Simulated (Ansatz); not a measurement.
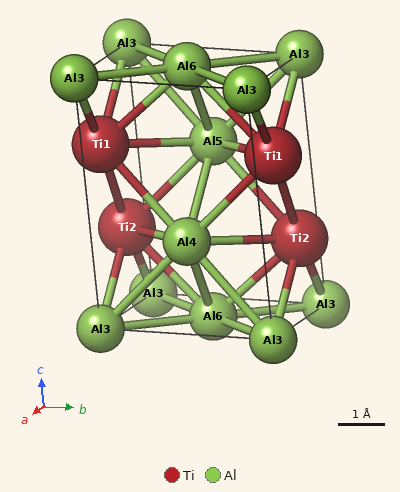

The input geometry (ball-and-stick view of the cell of the calculation, seen slightly off an axis; atoms are numbered from 1 in the order of the input). An atom can appear more than once, as a periodic image. Near neighbours in the periodic cell (some may lie outside the picture): Ti has 10 Al at 2.71 to 2.86 Å and 2 Ti at 2.99 Å; Al has 8 Al at 2.78 to 2.88 Å and 4 Ti at 2.71 to 2.74 Å; Al has 6 Al at 2.69 to 2.88 Å and 6 Ti at 2.79 to 2.86 Å.

# Run report: TiAl2, single-point calculation

TiAl2 (Cmmm, 6 atoms in the cell), computed with DFT PBEsol, scalar-relativistic, plane waves, PAW, no spin polarisation (Ansatz 0.2.0).

The structure derives from an entry of the Crystallography Open Database. It belongs to a series of runs on one base structure; here: bulk in the cell of the (0 1 0) plane. Figures and captions count atoms from 1; the log counts them from 0 in places.

## Input file
```yaml
crystal:
  lattice:
    - [3.9006678799, 0.0, 0.0]
    - [0.0, 3.9724249773, 0.0]
    - [1.9503339399, 0.0, 6.0262766716]
  atoms:
    - { symbol: Ti, position: [0.6562199823, 0.0, 0.6875600355] }
    - { symbol: Ti, position: [0.3437800177, 0.0, 0.3124399645] }
    - { symbol: Al, position: [0.0, 0.0, 0.0] }
    - { symbol: Al, position: [0.8270962382, 0.5, 0.3458075236] }
    - { symbol: Al, position: [0.1729037618, 0.5, 0.6541924764] }
    - { symbol: Al, position: [0.5, 0.5, 0.0] }
basis:
  ecutwfc: 420
kpoints:
  mp_grid: { grid: [9, 9, 6] }
hamiltonian:
  xc: pbesol
scf:
  occupations: { method: gaussian, width: 0.1 }
output:
  forces: true
  stress: true
  eigenvalues: true
```

Launched with:
```bash
ansatz run input.yaml --threads 1 --pin off --max-ram 2560MiB --backend cpu --events-out ev --progress --plain --runs-dir out
```

## Output
```
Warning: crystal.symmetry: narrowed to the stabiliser of the k-point mesh — unitary ops 8 → 4; excluded 4 operations that carry a point of the 9×9×6 mesh (shift [0, 0, 0]) off the mesh (the run samples exactly the mesh kpoints.mp_grid names, as under crystal.symmetry.detect: false, and its converged state has the mesh's symmetry, not the crystal's; ε∞, the Born charges and the force constants of a linear response (`dielectric:` by the response, `phonons.method: dfpt`) are averaged over those of the crystal's operations that the state keeps within a tolerance, where `mesh_tensors`, `unaveraged_element` or `gamma_mean_max_change_ev_ang2` stands beside them; a row that `dielectric.field_direction` solves alone is averaged likewise, with nothing beside; a Γ-centred mesh of equal divisions is mapped onto itself by every operation and keeps the whole group, as does a half-shifted one under kpoints.further_shifts: images)
Engine: ansatz 0.2.0, x86_64-unknown-linux-gnu
Pseudopotentials: kind: paw
Pseudopotential: Ti, paw, valence charge 12, recommended cutoff 420 eV (normal), Ti.paw.azcp
Pseudopotential: Al, paw, valence charge 3, recommended cutoff 420 eV (normal), Al.paw.azcp
Functional definition: PBEsol
  exchange = pbesol_x
  correlation = pbesol_c
Crystal: 6 atoms, lattice volume = 93.378 Å³
Basis set: ecut = 420 eV, 1843 PW (Γ), exchange–correlation on 54×54×90 points (8 copies of the dense FFT grid, shifted against one another)
Bands: 24, of which v1, the nominal top of the filled ones, is band 18 counted from 1 (17 counted from 0)
Symmetry: 4 space group operations
k-points: 140 of 486
Non-local potential: Ti, projectors of the file, l = 0: 3, l = 1: 2, l = 2: 3, l = 3: 1
Non-local potential: Al, projectors of the file, l = 0: 2, l = 1: 2, l = 2: 1
PAW form: soft (Blöchl's): semilocal exchange-correlation on the pseudo side does not see the compensation charge
PAW frozen core: Ti, regenerated for the run's functional, and the local potential with it (the file was generated under x = pbe(κ = 0.804, μ = 0.2195149727645171), c = pbe(β = 0.06672455060314922))
PAW frozen core: Al, regenerated for the run's functional, and the local potential with it (the file was generated under x = pbe(κ = 0.804, μ = 0.2195149727645171), c = pbe(β = 0.06672455060314922))
PAW one-centre angular grid: Ti, 590 points (default); XC on 64 Gauss nodes
PAW one-centre angular grid: Al, 110 points (default); XC on 64 Gauss nodes
Initial density: superposition of atomic densities (neutral atoms: chi_scale 0, normalization atom), corrected by the library's trained network
Initial wavefunctions: pseudopotential atomic-orbital guess
Functional: x = pbesol(κ = 0.804, μ = 0.12345679012345678), c = pbesol(β = 0.046)
SCF iter   1: F=—  HF=-7048.604420 eV  |F-HF|=—  |Δ(HF+E_count)|=         —  Δρ=3.83e-3  dr2=1.14e-2  ethr=1.77e-3  ⟨swp⟩=6.1  Hψ=17113  notcnv=0
preconditioner: auto → Kerker (q_TF=auto, 2.328 Å⁻¹)  [metal: Δε(μ)=0.002 eV  Ē_g=4.812 eV  σ=0.100 eV  W_gap=0.01  n_scr=26 (ndim 8)  ℏωp=17.2 eV  f_vac=0.000  D(μ)=2.59/eV (n_scr^D=14)]
SCF iter   2: F=—  HF=-7048.601618 eV  |F-HF|=—  |Δ(HF+E_count)|=   2.80e-3  Δρ=1.90e-3  dr2=3.89e-3  ethr=3.16e-5  ⟨swp⟩=1.9  Hψ=6265  notcnv=0
SCF iter   3: F=—  HF=-7048.600664 eV  |F-HF|=—  |Δ(HF+E_count)|=   9.54e-4  Δρ=3.66e-4  dr2=2.17e-4  ethr=1.08e-5  ⟨swp⟩=2.5  Hψ=4955  notcnv=0
SCF iter   4: F=—  HF=-7048.600610 eV  |F-HF|=—  |Δ(HF+E_count)|=   5.42e-5  Δρ=5.37e-5  dr2=2.99e-6  ethr=6.03e-7  ⟨swp⟩=2.0  Hψ=4512  notcnv=0
SCF iter   5: F=—  HF=-7048.600690 eV  |F-HF|=—  |Δ(HF+E_count)|=   8.02e-5  Δρ=1.53e-5  dr2=2.28e-7  ethr=8.31e-9  ⟨swp⟩=2.0  Hψ=4490  notcnv=0
SCF iter   6: F=-7048.600690 eV  HF=-7048.600690 eV  |F-HF|=5.59e-9  |Δ(HF+E_count)|=   4.55e-8  Δρ=2.80e-6  dr2=9.14e-9  ethr=2.78e-10  ⟨swp⟩=7.7  Hψ=13393  notcnv=0
SCF 1 converged in 6 iterations: F = -7048.600690 eV  dr2 = 9.14e-9
  greatest PAW one-centre occupation: 0.999 electrons in one spin orbital (limit 2), on the Ti atom at site 1 (counted from 0), in its partial waves of l = 0
SCF converged after 6 iterations
Free energy (F): -7048.600690 eV
Harris-Foulkes:  -7048.600690 eV  (|F-HF|=5.59e-9)
Internal energy: -7048.587603 eV  (E = F + TS)
E sigma→0 (E₀):  -7048.594147 eV
Entropy (-TS):   -0.013087 eV (-2.181 meV/atom)
Fermi energy:    10.467521 eV
--- Per-component energies (eV) ---
  E_band       = -311.095501
  E_kinetic    = 642.611642
  E_local      = -2323.291454  (includes V_loc(G=0)·N_el)
  E_nonlocal   = 62.620560
  E_hartree    = 1014.123530
  E_xc         = -353.918839
  E_vxc        = -363.404182  (∫ρ·V_xc dr)
  E_paw        = -3865.923366  (= ΣΔE_a)
  E_vpaw       = -357.875883  (= ΣTr[D̂ρ^β])
  E_aug_tail   = 0.000222  (compensation charges beyond the density's cutoff)
  E_ewald      = -2225.165224
  E_core_change = 0.355325  (= ΣΔE_core)
  E_smearing   = -0.013087  (= −TS)
  E_closure    = 0.000000  (closes the sum)
  Σ components = -7048.600690   (vs F -7048.600690, Δ=0.00e0)
--- Forces (eV/Å), atoms counted from 1 ---
  atom   1  Ti     0.00223906    -0.00000000     0.00163123
  atom   2  Ti    -0.00223906     0.00000000    -0.00163123
  atom   3  Al     0.00000000     0.00000000     0.00000000
  atom   4  Al     0.00026296    -0.00000000    -0.01080625
  atom   5  Al    -0.00026296     0.00000000     0.01080625
  atom   6  Al    -0.00000000     0.00000000     0.00000000
  max |Σ_I F_I| component: 1.73e-18 eV/Å
--- Stress (GPa, compression-positive) ---
        0.046374      -0.000000       0.001079
       -0.000000      -0.030059      -0.000000
        0.001079      -0.000000      -0.001294
  P = ⅓ Tr σ = 0.0050 GPa (0.050 kbar)
--- Band table (eV; the first three rows and the last of 140) ---
  k-point 0: bands = ["-45.9354", "-45.9042", "-22.4040", "-22.3694", "-22.3664", "-22.3478", "-22.2465", "-22.1988", "0.3560", "4.3931", "4.4794", "8.2301", "8.6133", "8.7253", "8.8573", "9.7518", "9.9302", "9.9719", "10.8430", "11.0404", "11.3337", "11.4761", "11.5275", "13.4690"]
  k-point 1: bands = ["-45.9352", "-45.9044", "-22.4036", "-22.3697", "-22.3623", "-22.3481", "-22.2462", "-22.2030", "0.4635", "3.3301", "5.6513", "8.1956", "8.5791", "8.7635", "8.8178", "9.7525", "9.8565", "9.9357", "10.8015", "11.1855", "11.4192", "11.5291", "11.5431", "13.2161"]
  k-point 2: bands = ["-45.9348", "-45.9049", "-22.4030", "-22.3704", "-22.3534", "-22.3487", "-22.2455", "-22.2121", "0.7606", "2.4179", "6.8492", "8.1230", "8.5153", "8.7465", "8.8996", "9.3522", "9.7589", "9.9385", "10.7329", "11.5165", "11.6032", "11.6213", "11.8335", "12.6211"]
  k-point 139: bands = ["-45.9206", "-45.9159", "-22.4050", "-22.4001", "-22.3810", "-22.3731", "-22.2207", "-22.2151", "3.9790", "4.8011", "5.0837", "5.3171", "6.5385", "7.4316", "7.6564", "8.7040", "9.1566", "9.4359", "9.9552", "11.4824", "11.8170", "11.9538", "12.0253", "12.1668"]
```

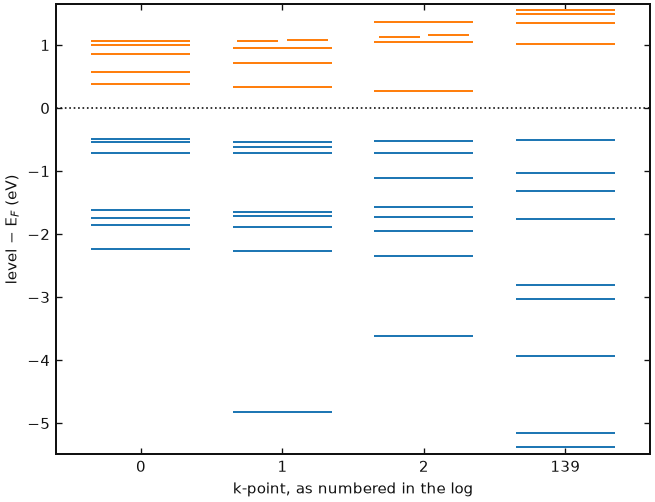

Kohn–Sham levels near the Fermi level (dotted) at the few k-points that the log prints; levels within 0.02 eV of each other stand side by side. The system is metallic on the full mesh.

## Results in brief

| quantity | value |
| --- | --- |
| outcome | converged |
| space group (tolerance 0.01 Å) | Cmmm (65) |
| electrons treated | 36 |
| free energy | −7048.6007 eV |
| Fermi energy | 10.468 eV |
| gap on the k-point mesh | none (metallic) |
| pressure | 0.01 GPa |
| largest force (length of the vector) | 0.011 eV/Å |
| hardware | 1 thread of Intel Xeon @ 2.70GHz, 189 GiB of memory available, shared host |
| wall time | 15 s |
| peak memory | 0.53 GiB |

Warnings of the run: the k-point mesh lowers the symmetry that the run can use.
